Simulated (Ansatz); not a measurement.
## FeCo: single-point calculation (part 2 of 2)

FeCo (12 atoms in the cell); DFT PBE, scalar-relativistic, plane waves, PAW, spin-polarised (Ansatz 0.2.0); cutoff 420 eV, 8×8×6 k-mesh, Gaussian smearing of 0.1 eV, collinear spins. The structure derives from an entry of the Crystallography Open Database. It belongs to a series of runs on one base structure; here: bulk in the cell of the (2 1 1) plane.

Geometry of the input (Å; fractional positions):
```
4.0233  0.0000  0.0000
0.0000  4.9275  0.0000
0.0000  0.0000  6.9685
Fe 0.0000  0.5000  1.0000
Fe 0.5000  0.1667  0.1667
Fe 0.0000  0.8333  0.3333
Fe 0.5000  0.5000  0.5000
Fe 1.0000  0.1667  0.6667
Fe 0.5000  0.8333  0.8333
Co 0.0000  0.0000  0.0000
Co 0.5000  0.6667  0.1667
Co 0.0000  0.3333  0.3333
Co 0.5000  1.0000  0.5000
Co 0.0000  0.6667  0.6667
Co 0.5000  0.3333  0.8333
```

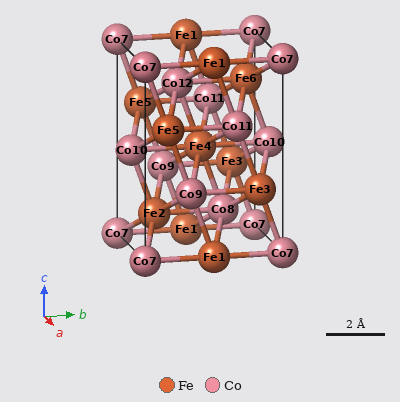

*The structure as given in the input (ball-and-stick view of the cell of the calculation, seen slightly off an axis; atoms are numbered from 1 in the order of the input). An atom can appear more than once, as a periodic image.*

### Output, continued
```
  k-point 1 ↑: bands = ["-78.1180", "-78.1151", "-78.1134", "-78.1120", "-78.1114", "-78.1114", "-70.6323", "-70.6281", "-70.6253", "-70.6229", "-70.6220", "-70.6220", "-41.3935", "-41.3929", "-41.3874", "-41.3850", "-41.3829", "-41.3825", "-41.3767", "-41.3765", "-41.3754", "-41.3718", "-41.3646", "-41.3635", "-41.3600", "-41.3595", "-41.3574", "-41.3570", "-41.3561", "-41.3488", "-36.6847", "-36.6843", "-36.6842", "-36.6804", "-36.6762", "-36.6760", "-36.6691", "-36.6683", "-36.6660", "-36.6626", "-36.6501", "-36.6478", "-36.6424", "-36.6419", "-36.6361", "-36.6342", "-36.6336", "-36.6294", "9.3069", "11.3535", "12.7534", "12.7965", "12.9466", "12.9468", "12.9469", "13.6530", "13.6898", "13.6950", "13.7029", "13.8537", "13.9346", "13.9800", "14.1110", "14.2271", "14.2460", "14.2559", "14.2568", "14.3236", "14.4189", "14.4625", "14.5224", "14.6238", "14.7489", "14.7677", "14.7728", "14.8614", "14.8656", "14.9157", "15.2123", "15.2220", "15.2805", "15.4604", "16.0705", "16.1191", "16.3061", "16.3065", "16.3196", "16.3320", "16.3425", "16.3644", "16.3748", "16.4029", "16.4481", "16.4632", "16.4674", "16.4801", "16.5437", "16.5509", "16.5522", "16.5672", "16.6288", "16.7271", "16.7411", "17.0289", "17.1845", "17.2551", "17.3146", "17.3303", "17.4013", "17.4409", "17.6229", "18.5027", "18.6967", "19.3471", "19.3640", "20.6111", "22.3655", "22.5864", "22.8535", "24.4329", "24.7061", "24.8061", "25.4369", "26.8567", "26.9670", "27.2639", "27.2868", "27.3065", "27.3504", "27.5746", "28.0023", "28.4174", "29.0092", "29.5852", "30.2470", "31.3377", "31.4949", "32.2659"]
  k-point 2 ↑: bands = ["-78.1176", "-78.1160", "-78.1126", "-78.1118", "-78.1116", "-78.1115", "-70.6317", "-70.6295", "-70.6241", "-70.6227", "-70.6224", "-70.6222", "-41.3920", "-41.3911", "-41.3904", "-41.3892", "-41.3865", "-41.3856", "-41.3736", "-41.3719", "-41.3705", "-41.3676", "-41.3659", "-41.3644", "-41.3601", "-41.3588", "-41.3579", "-41.3573", "-41.3565", "-41.3523", "-36.6880", "-36.6859", "-36.6836", "-36.6836", "-36.6796", "-36.6793", "-36.6638", "-36.6607", "-36.6593", "-36.6545", "-36.6524", "-36.6514", "-36.6415", "-36.6394", "-36.6393", "-36.6353", "-36.6350", "-36.6347", "9.5867", "10.6416", "12.8916", "13.0579", "13.0601", "13.1001", "13.2959", "13.3653", "13.4531", "13.4600", "13.5764", "13.6479", "13.7400", "13.8556", "14.2054", "14.2148", "14.2487", "14.2549", "14.2850", "14.3207", "14.3810", "14.4019", "14.6986", "14.7952", "14.9116", "14.9484", "14.9653", "15.0181", "15.1057", "15.1292", "15.1581", "15.1911", "15.4266", "15.9222", "15.9756", "16.0609", "16.0981", "16.1693", "16.2420", "16.2864", "16.2981", "16.3239", "16.3333", "16.3417", "16.4053", "16.4213", "16.4582", "16.4675", "16.4914", "16.4973", "16.5254", "16.5356", "16.6198", "16.7641", "16.8345", "16.8484", "16.8844", "17.0014", "17.0570", "17.2685", "17.3296", "17.4199", "18.4965", "18.9067", "19.2970", "19.4339", "19.5857", "20.0167", "21.0202", "21.6782", "23.4602", "24.5103", "24.7470", "25.3028", "25.8384", "26.8395", "27.2210", "27.2545", "27.4796", "27.5355", "27.8260", "27.8747", "27.8817", "28.7077", "28.8871", "29.1326", "29.6433", "29.8733", "30.5992", "32.3520"]
  k-point 129 ↓: bands = ["-75.8587", "-75.8587", "-75.8563", "-75.8563", "-75.8563", "-75.8563", "-67.3302", "-67.3302", "-67.3260", "-67.3260", "-67.3260", "-67.3260", "-39.1962", "-39.1962", "-39.1852", "-39.1852", "-39.1852", "-39.1852", "-39.1815", "-39.1815", "-39.1815", "-39.1815", "-39.1584", "-39.1584", "-39.1584", "-39.1584", "-39.1504", "-39.1504", "-39.1476", "-39.1476", "-33.4846", "-33.4846", "-33.4564", "-33.4564", "-33.4564", "-33.4564", "-33.4554", "-33.4554", "-33.4554", "-33.4554", "-33.4207", "-33.4207", "-33.4207", "-33.4207", "-33.4081", "-33.4081", "-33.4059", "-33.4059", "13.4955", "13.4955", "13.5077", "13.5077", "13.5077", "13.5077", "13.6490", "13.6490", "15.1695", "15.1695", "15.1695", "15.1695", "16.1547", "16.1547", "16.1547", "16.1547", "16.2988", "16.2988", "16.2988", "16.2988", "16.3990", "16.3990", "16.3990", "16.3990", "16.5035", "16.5035", "16.5035", "16.5035", "16.6784", "16.6784", "17.1901", "17.1901", "17.1980", "17.1980", "17.2010", "17.2010", "17.9659", "17.9659", "18.0499", "18.0499", "18.0531", "18.0531", "18.7844", "18.7844", "18.7844", "18.7844", "19.0344", "19.0344", "19.0617", "19.0617", "19.0617", "19.0617", "19.2250", "19.2250", "19.2250", "19.2250", "19.5611", "19.5611", "19.6614", "19.6614", "19.6614", "19.6614", "19.9965", "19.9965", "19.9965", "19.9965", "20.4523", "20.4523", "23.0199", "23.0199", "23.0199", "23.0199", "26.0394", "26.0394", "26.0394", "26.0394", "29.9660", "29.9660", "29.9660", "29.9660", "30.3990", "30.3990", "30.3990", "30.3990", "34.6010", "34.6010", "34.6010", "34.6010", "34.7599", "34.7599"]
--- Löwdin populations: 12 sites ---
  site symbol       q [e]    m [muB]
     0     Fe     15.7406     2.8713
     1     Fe     15.7406     2.8713
     2     Fe     15.7406     2.8713
     3     Fe     15.7406     2.8713
     4     Fe     15.7406     2.8713
     5     Fe     15.7406     2.8713
     6     Co     16.7718     1.8253
     7     Co     16.7718     1.8253
     8     Co     16.7718     1.8253
     9     Co     16.7718     1.8253
    10     Co     16.7718     1.8253
    11     Co     16.7718     1.8253
  spilling = 0.014777 (of n_electrons = 198.000000)
```

### File populations.tsv
```
# site	symbol	l	j	q_up	q_dn
# orbitals = lowdin
# n_electrons = 198.000000
# spilling = 0.014777
0	Fe	0_3S	-	0.993686	0.994134
0	Fe	0_4S	-	0.478906	0.490527
0	Fe	1_3P	-	2.998758	2.998534
0	Fe	2_3D	-	4.834594	1.951425
1	Fe	0_3S	-	0.993686	0.994134
1	Fe	0_4S	-	0.478906	0.490527
1	Fe	1_3P	-	2.998758	2.998534
1	Fe	2_3D	-	4.834594	1.951425
2	Fe	0_3S	-	0.993686	0.994134
2	Fe	0_4S	-	0.478906	0.490527
2	Fe	1_3P	-	2.998758	2.998534
2	Fe	2_3D	-	4.834594	1.951425
3	Fe	0_3S	-	0.993686	0.994134
3	Fe	0_4S	-	0.478906	0.490527
3	Fe	1_3P	-	2.998758	2.998534
3	Fe	2_3D	-	4.834594	1.951425
4	Fe	0_3S	-	0.993686	0.994134
4	Fe	0_4S	-	0.478906	0.490527
4	Fe	1_3P	-	2.998758	2.998534
4	Fe	2_3D	-	4.834594	1.951425
5	Fe	0_3S	-	0.993686	0.994134
5	Fe	0_4S	-	0.478906	0.490527
5	Fe	1_3P	-	2.998758	2.998534
5	Fe	2_3D	-	4.834594	1.951425
6	Co	0_3S	-	0.993752	0.993758
6	Co	0_4S	-	0.474673	0.495444
6	Co	1_3P	-	2.998896	2.998217
6	Co	2_3D	-	4.831200	2.985843
7	Co	0_3S	-	0.993752	0.993758
7	Co	0_4S	-	0.474673	0.495444
7	Co	1_3P	-	2.998896	2.998217
7	Co	2_3D	-	4.831200	2.985843
8	Co	0_3S	-	0.993752	0.993758
8	Co	0_4S	-	0.474673	0.495444
8	Co	1_3P	-	2.998896	2.998217
8	Co	2_3D	-	4.831200	2.985843
9	Co	0_3S	-	0.993752	0.993758
9	Co	0_4S	-	0.474673	0.495444
9	Co	1_3P	-	2.998896	2.998217
9	Co	2_3D	-	4.831200	2.985843
10	Co	0_3S	-	0.993752	0.993758
10	Co	0_4S	-	0.474673	0.495444
10	Co	1_3P	-	2.998896	2.998217
10	Co	2_3D	-	4.831200	2.985843
11	Co	0_3S	-	0.993752	0.993758
11	Co	0_4S	-	0.474673	0.495444
11	Co	1_3P	-	2.998896	2.998217
11	Co	2_3D	-	4.831200	2.985843
```

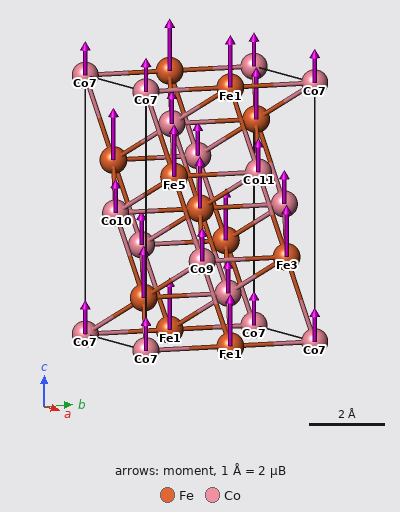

*Magnetic moments of the sites as pink arrows (ball-and-stick view of the cell of the calculation, seen slightly off an axis; atoms are numbered from 1 in the order of the input); small moments hardly show. The run is collinear, so the axis drawn is arbitrary.*

Site moments: all 6 Fe atoms (2.81 μB); all 6 Co atoms (1.84 μB). They are counted near the atoms and needn't add up to the moment of the cell.

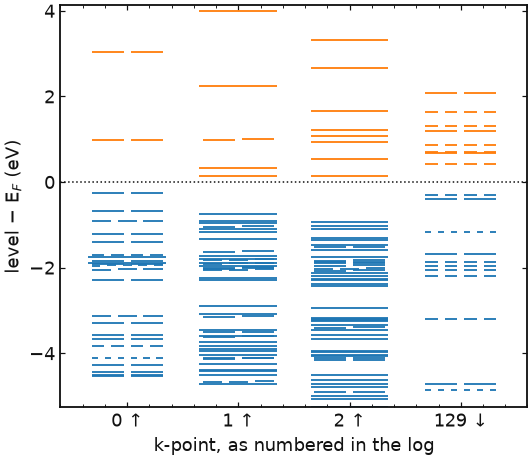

*Kohn–Sham levels near the Fermi level (dotted) at the few k-points that the log prints; levels within 0.02 eV of each other stand side by side.*

The system is metallic on the full mesh.

### Results in brief

```json
{"quantity": "outcome", "value": "converged"}
{"quantity": "space group (tolerance 0.01 Å)", "value": "Pm-3m (221)"}
{"quantity": "electrons treated", "value": "198"}
{"quantity": "free energy", "value": "−57640.6226 eV"}
{"quantity": "Fermi energy", "value": "18.364 eV"}
{"quantity": "gap on the k-point mesh", "value": "none (metallic)"}
{"quantity": "net moment of the cell", "value": "27.26 μB"}
{"quantity": "integrated absolute moment", "value": "28.86 μB"}
{"quantity": "pressure", "value": "0.12 GPa"}
{"quantity": "largest force (length of the vector)", "value": "under 0.001 eV/Å"}
{"quantity": "wall time", "value": "5.1 min (CPU time 19 min)"}
{"quantity": "peak memory", "value": "3.4 GiB"}
```
